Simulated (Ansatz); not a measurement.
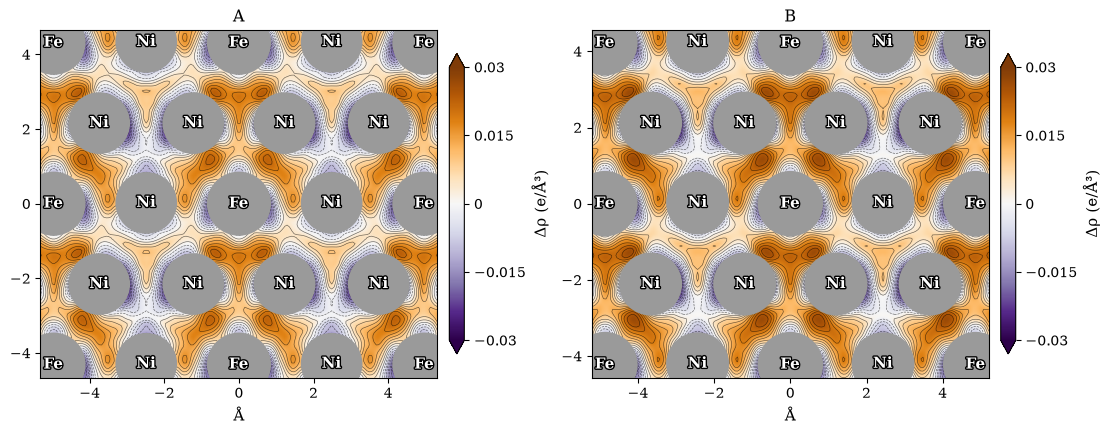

FeNi₃: deformation density on the (100) plane of the conventional cell at two volumes, with the same fractional coordinates and one colour scale. Grey discs cover the cores. Panel B has 94 % of the volume of panel A.

Space group Pmmn; spin-polarised. The cell comes from a database of computed structures, not from a measurement.

The calculation used Ansatz 0.2.0, DFT PBEsol, scalar-relativistic, plane waves, PAW.

What changes between the database cell and the scaled one?

From A to B, Ni–Ni goes from 2.45 to 2.40 Å, and Δρ at its midpoint from +0.016 to +0.019 e/Å³.
- From A to B, Fe–Ni goes from 2.48 to 2.43 Å, and Δρ at its midpoint from +0.016 to +0.02 e/Å³.
- The pressure is −4 GPa in A and 10 GPa in B.
- The rearranged charge is 0.06 e an atom in A and 0.07 e in B.
- The net moment is 9.05 μB a cell in A and 8.84 μB in B.
